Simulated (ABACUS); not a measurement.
**Geometry relaxation of Sb (part 2 of 2)**

Sb (R-3m, 2 atoms in the cell); Kohn-Sham DFT of a periodic cell, TM, SG15 ONCV 1.2 PBE, no spin polarisation (ABACUS 3.10.1); cutoff 1278.93 eV, 5×5×5 k-mesh, fermi-dirac of 0.05 eV. The structure derives from an entry of the Crystallography Open Database.

Geometry of the input (Å; fractional positions):
```
2.1542  1.2437  3.7580
-2.1542  1.2437  3.7580
0.0000  -2.4875  3.7580
Sb 0.7665  0.7665  0.7665
Sb 0.2335  0.2335  0.2335
```

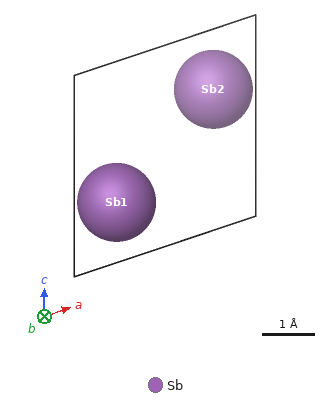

Figure 1. The geometry at step 3 of the log (spheres-only view of the reduced cell, along the b axis; atoms are numbered from 1 in the order of the input).

## Output, continued
```
 PW ALGORITHM --------------- ION=   1  ELEC=   1--------------------------------

 Notice: Threshold on eigenvalues was too large.
 hsover_error=0.3 > DRHO=0.0190858
 Origin diag ethr = 0.01
 New diag ethr = 6.36192e-05

 Density error is 0.0180072804195
                          Error Threshold = 6.36192431793e-05
----------------------------------------------------------
     Energy           Rydberg                 eV
----------------------------------------------------------
 E_KohnSham     -281.5684575193      -3830.9353993329
 E_Harris       -281.4478718249      -3829.2947467927
 E_Fermi        0.9453430572         12.8620521425
----------------------------------------------------------

 PW ALGORITHM --------------- ION=   1  ELEC=   2--------------------------------

 Density error is 0.00236980877402
                          Error Threshold = 6.0024268065e-05
----------------------------------------------------------
     Energy           Rydberg                 eV
----------------------------------------------------------
 E_KohnSham     -281.6368783969      -3831.8663131310
 E_Harris       -281.4410885896      -3829.2024561413
 E_Fermi        0.9457805072         12.8680039555
----------------------------------------------------------

 PW ALGORITHM --------------- ION=   1  ELEC=   3--------------------------------

 Density error is 0.000559572097071
                          Error Threshold = 7.89936258006e-06
----------------------------------------------------------
     Energy           Rydberg                 eV
----------------------------------------------------------
 E_KohnSham     -281.6478085091      -3832.0150249360
 E_Harris       -281.7558413447      -3833.4848870717
 E_Fermi        0.9438963535         12.8423687290
----------------------------------------------------------

 PW ALGORITHM --------------- ION=   1  ELEC=   4--------------------------------

 Density error is 7.49886607035e-05
                          Error Threshold = 1.86524032357e-06
----------------------------------------------------------
     Energy           Rydberg                 eV
----------------------------------------------------------
 E_KohnSham     -281.6480732446      -3832.0186268484
 E_Harris       -281.7077211553      -3832.8301783078
 E_Fermi        0.9416921097         12.8123784542
----------------------------------------------------------

 PW ALGORITHM --------------- ION=   1  ELEC=   5--------------------------------

 Density error is 3.02853227818e-06
                          Error Threshold = 2.49962202345e-07
----------------------------------------------------------
     Energy           Rydberg                 eV
----------------------------------------------------------
 E_KohnSham     -281.6481736706      -3832.0199932135
 E_Harris       -281.6531930403      -3832.0882852421
 E_Fermi        0.9409949480         12.8028930824
----------------------------------------------------------

 PW ALGORITHM --------------- ION=   1  ELEC=   6--------------------------------

 Density error is 6.34103518533e-08
                          Error Threshold = 1.00951075939e-08
----------------------------------------------------------
     Energy           Rydberg                 eV
----------------------------------------------------------
 E_KohnSham     -281.6481766783      -3832.0200341358
 E_Harris       -281.6463786356      -3831.9955705102
 E_Fermi        0.9410364396         12.8034576047
----------------------------------------------------------

 PW ALGORITHM --------------- ION=   1  ELEC=   7--------------------------------

 Density error is 7.28239541994e-09
                          Error Threshold = 2.11367839511e-10
----------------------------------------------------------
     Energy           Rydberg                 eV
----------------------------------------------------------
 E_KohnSham     -281.6481768467      -3832.0200364271
 E_KS(sigma->0) -281.6481410226      -3832.0195490146
 E_Harris       -281.6475712542      -3832.0117969182
 E_band         -18.7283507011       -254.8122836777
 E_one_elec     -86.7314354773       -1180.0417182108
 E_Hartree      54.4569640735        740.9250071811
 E_xc           -31.3064675896       -425.9463434705
 E_Ewald        -218.0671662051      -2966.9560071020
 E_entropy(-TS) -0.0000716483        -0.0009748248
 E_descf        0.0000000000         0.0000000000
 E_exx          0.0000000000         0.0000000000
 E_Fermi        0.9410431720         12.8035492032
----------------------------------------------------------

 charge density convergence is achieved
 final etot is -3832.0200364 eV
 EFERMI = 12.803549203 eV

 STATE ENERGY(eV) AND OCCUPATIONS    NSPIN == 1
 1/5 kpoint (Cartesian) = 0.0000 0.0000 0.0000 (6081 pws)
       1       -16.5334      0.0160000
       2       -16.5334      0.0160000
       3       -16.4447      0.0160000
       4       -16.4447      0.0160000
       5       -16.4119      0.0160000
       6       -16.3226      0.0160000
       7       -16.3226      0.0160000
       8       -16.3098      0.0160000
       9       -16.2309      0.0160000
      10       -16.2309      0.0160000
      11     -0.0141942      0.0160000
      12        8.26837      0.0160000
      13        10.8746      0.0160000
      14        10.9145      0.0160000
      15        10.9145      0.0160000
      16        15.0765    2.89225e-22
      17        15.6428    3.48578e-27
      18        15.6428    3.48578e-27
      19        17.6708    8.45857e-45

 2/5 kpoint (Cartesian) = 0.046419 0.026800 0.018262 (6109 pws)
       1       -16.5157      0.0960000
       2       -16.5093      0.0960000
       3       -16.4360      0.0960000
       4       -16.4310      0.0960000
       5       -16.4016      0.0960000
       6       -16.3335      0.0960000
       7       -16.3304      0.0960000
       8       -16.3210      0.0960000
       9       -16.2544      0.0960000
      10       -16.2502      0.0960000
      11       0.431300      0.0960000
      12        6.49934      0.0960000
      13        10.8714      0.0960000
      14        10.8975      0.0960000
      15        11.6800      0.0960000
      16        14.4391    5.96871e-16
      17        14.6121    1.87515e-17
      18        14.6511    8.59794e-18
      19        17.2538    2.12873e-40

 3/5 kpoint (Cartesian) = 0.092838 0.053600 0.036525 (6083 pws)
       1       -16.4798      0.0960000
       2       -16.4499      0.0960000
       3       -16.4182      0.0960000
       4       -16.3973      0.0960000
       5       -16.3796      0.0960000
       6       -16.3616      0.0960000
       7       -16.3610      0.0960000
       8       -16.3387      0.0960000
       9       -16.3039      0.0960000
      10       -16.2904      0.0960000
      11        1.72627      0.0960000
      12        3.93708      0.0960000
      13        10.8990      0.0960000
      14        11.0903      0.0960000
      15        12.2321      0.0959990
      16        13.0405    0.000832421
      17        13.3241    2.89203e-06
      18        13.3394    2.12756e-06
      19        19.3421    1.54566e-58

 4/5 kpoint (Cartesian) = 0.0000 0.053600 0.036525 (6098 pws)
       1       -16.5311      0.0960000
       2       -16.4876      0.0960000
       3       -16.4412      0.0960000
       4       -16.4252      0.0960000
       5       -16.3978      0.0960000
       6       -16.3386      0.0960000
       7       -16.3338      0.0960000
       8       -16.3160      0.0960000
       9       -16.2791      0.0960000
      10       -16.2322      0.0960000
      11       0.554750      0.0960000
      12        6.62037      0.0960000
      13        9.88342      0.0960000
      14        10.0656      0.0960000
      15        11.7586      0.0960000
      16        14.1039    4.86888e-13
      17        15.0946    1.20813e-21
      18        16.3828    7.82122e-33
      19        17.0086    2.86635e-38

 5/5 kpoint (Cartesian) = 0.046419 0.080400 0.054787 (6098 pws)
       1       -16.5111       0.192000
       2       -16.4473       0.192000
       3       -16.4269       0.192000
       4       -16.4083       0.192000
       5       -16.3789       0.192000
       6       -16.3629       0.192000
       7       -16.3453       0.192000
       8       -16.3331       0.192000
       9       -16.3121       0.192000
      10       -16.2535       0.192000
      11        1.52232       0.192000
      12        4.87883       0.192000
      13        9.22473       0.192000
      14        9.88729       0.192000
      15        10.4642       0.192000
      16        15.3121    3.11956e-23
      17        15.4607    1.59915e-24
      18        15.8458    7.22127e-28
      19        16.5893    2.51795e-34

------------------------------------------------------------------------------------------
 TOTAL-FORCE (eV/Angstrom)
------------------------------------------------------------------------------------------
                       Sb1         0.0000000000         0.0000000000         0.0057019128
                       Sb2         0.0000000000         0.0000000000        -0.0057019128
------------------------------------------------------------------------------------------

----------------------------------------------------------------
 TOTAL-STRESS (KBAR)
----------------------------------------------------------------
         1.2072073591         0.0000000000        -0.0000000000
         0.0000000000         1.2072073591         0.0000000000
         0.0000000000        -0.0000000000         0.1737424129
----------------------------------------------------------------
 TOTAL-PRESSURE: 0.862719 KBAR

 --------------------------------------------
 !FINAL_ETOT_IS -3832.0200364270613136 eV
 --------------------------------------------
```

## File opt.log
```
      Step          Energy          fmax
BFGS:    0    -3832.011796        0.306431
BFGS:    1    -3832.013488        0.260580
BFGS:    2    -3832.016760        0.089593
BFGS:    3    -3832.017246        0.086778
BFGS:    4    -3832.019895        0.054720
BFGS:    5    -3832.020036        0.022110
```

## Trajectory as extended XYZ (Å, eV, eV/Å), 6 frames, from step=0 to step=5
```
2
Lattice="2.1542 1.2437 3.7580 -2.1542 1.2437 3.7580 0.0000 -2.4875 3.7580" Properties=species:S:1:pos:R:3:forces:R:3 step=0 energy=-3832.01180 pressure_GPa=-1.01
Sb    0.0000    0.0000    8.6416    0.0000   0.0000   0.0321
Sb    0.0000    0.0000    2.6324    0.0000   0.0000  -0.0321
2
Lattice="2.1521 1.2425 3.7498 -2.1521 1.2425 3.7498 0.0000 -2.4851 3.7498" Properties=species:S:1:pos:R:3:forces:R:3 step=1 energy=-3832.01349 pressure_GPa=-0.78
Sb    0.0000    0.0000    8.6232    0.0000   0.0000   0.0053
Sb    0.0000    0.0000    2.6262    0.0000   0.0000  -0.0053
2
Lattice="2.1450 1.2384 3.7143 -2.1450 1.2384 3.7143 0.0000 -2.4769 3.7143" Properties=species:S:1:pos:R:3:forces:R:3 step=2 energy=-3832.01676 pressure_GPa=0.15
Sb    0.0000    0.0000    8.5421    0.0000   0.0000  -0.0906
Sb    0.0000    0.0000    2.6008    0.0000   0.0000   0.0906
2
Lattice="2.1453 1.2386 3.7077 -2.1453 1.2386 3.7077 0.0000 -2.4772 3.7077" Properties=species:S:1:pos:R:3:forces:R:3 step=3 energy=-3832.01725 pressure_GPa=0.19
Sb    0.0000    0.0000    8.5256    0.0000   0.0000  -0.0880
Sb    0.0000    0.0000    2.5973    0.0000   0.0000   0.0880
2
Lattice="2.1520 1.2425 3.6528 -2.1520 1.2425 3.6528 -0.0000 -2.4849 3.6528" Properties=species:S:1:pos:R:3:forces:R:3 step=4 energy=-3832.01990 pressure_GPa=0.24
Sb    0.0000    0.0000    8.3867    0.0000   0.0000  -0.0166
Sb    0.0000    0.0000    2.5717    0.0000   0.0000   0.0166
2
Lattice="2.1543 1.2438 3.6505 -2.1543 1.2438 3.6505 -0.0000 -2.4876 3.6505" Properties=species:S:1:pos:R:3:forces:R:3 step=5 energy=-3832.02004 pressure_GPa=0.09
Sb    0.0000    0.0000    8.3797    0.0000   0.0000   0.0057
Sb    0.0000    0.0000    2.5718    0.0000   0.0000  -0.0057
```

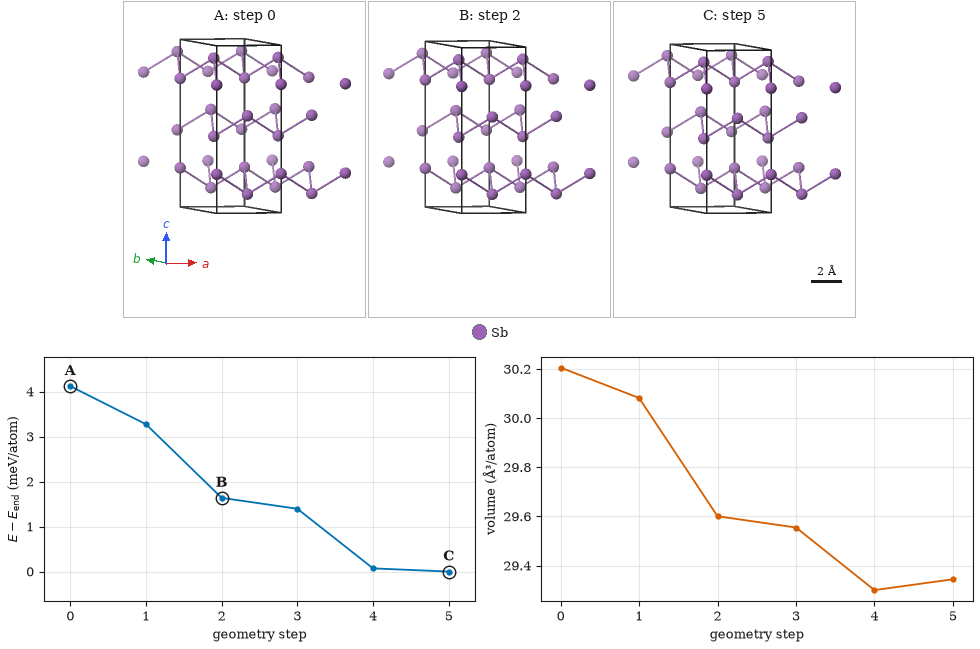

Figure 2. Frames of the relaxation (ball-and-stick view of the cell 3 times as large as that of the calculation, set on its symmetry axes, repeated 2 × 2 × 1, seen at an oblique angle) above the curves, on which the letters mark them (steps are counted from 0).

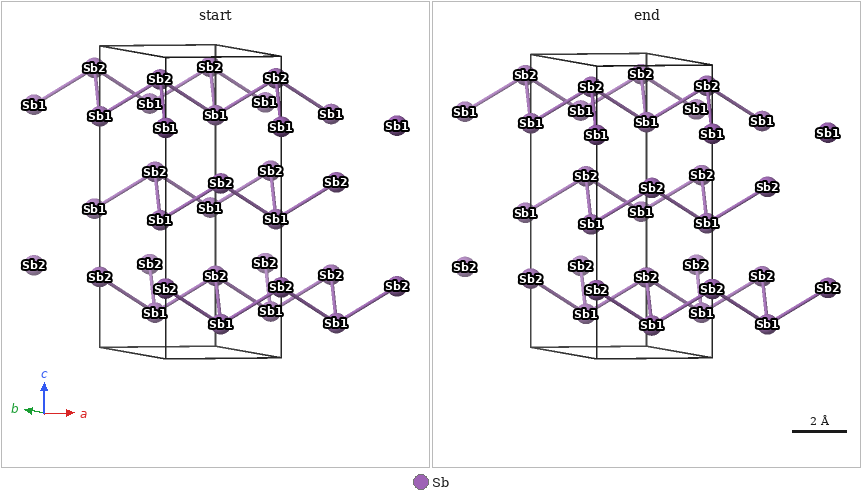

Figure 3. Before (left) and after (right) the relaxation, at one scale (ball-and-stick view of the cell 3 times as large as that of the calculation, set on its symmetry axes, repeated 2 × 2 × 1, seen at an oblique angle). After 5 geometry steps the energy has fallen by 4.1 meV per atom. Largest force component: 0.032 eV/Å at the start, 0.0057 eV/Å at the end. Pressure: −1.01 GPa at the start and 0.09 GPa at the end. The largest moves relative to the cell, 0.015 Å, are those of Sb1 and Sb2. The drawn cell changes as follows: a = b 4.308 → 4.309 Å (0.0 %), c 11.274 → 10.951 Å (−2.9 %); the volume changes by −2.9 %. Among the contacts that change: Sb1–Sb2 2.908 → 2.901 Å. The space group stays R-3m (No. 166). (Atoms are counted from 1 in the order of the input.)

## Summary

```json
{"quantity": "outcome", "value": "converged"}
{"quantity": "space group (tolerance 0.01 Å)", "value": "R-3m (166)"}
{"quantity": "electrons treated", "value": "30"}
{"quantity": "free energy", "value": "−3832.0200 eV"}
{"quantity": "Fermi energy", "value": "12.804 eV"}
{"quantity": "gap on the k-point mesh", "value": "0.41 eV"}
{"quantity": "pressure", "value": "0.09 GPa"}
{"quantity": "final volume", "value": "58.69 Å³"}
{"quantity": "largest force (length of the vector) at the end", "value": "0.006 eV/Å"}
{"quantity": "final cell", "value": "a = 4.417 Å, b = 4.417 Å, c = 4.417 Å, α = 58.38°, β = 58.38°, γ = 58.38°"}
{"quantity": "wall time", "value": "7.6 min (CPU time 30 min)"}
{"quantity": "peak memory", "value": "0.56 GiB"}
```
